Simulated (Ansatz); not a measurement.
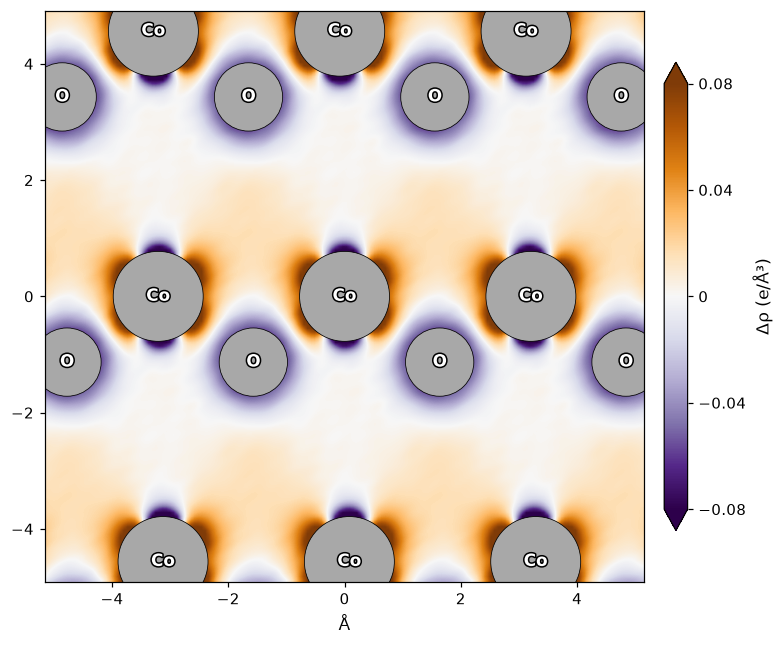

CoO. Difference of the valence pseudo-densities of two functionals at the same geometry, on the (11̄0) plane of the calculation cell: LDA less r2SCAN.

Both computed with Ansatz (plane waves, PAW), on the same k-point mesh. Grey discs cover the atomic cores.

### Where does the change of functional move the electrons?

Against r2SCAN, LDA gives more density around Co (+0.017 e/Å³ on average at 1.0 Å from the nucleus), less density around O (−0.033 e/Å³ on average at 0.7 Å from the nucleus), more density in the space between the atoms (+0.006 e/Å³ on average) and a change of +0.036 e/Å³ at the midpoint of Co–O and +0.030 e/Å³ at the midpoint of Co–O.
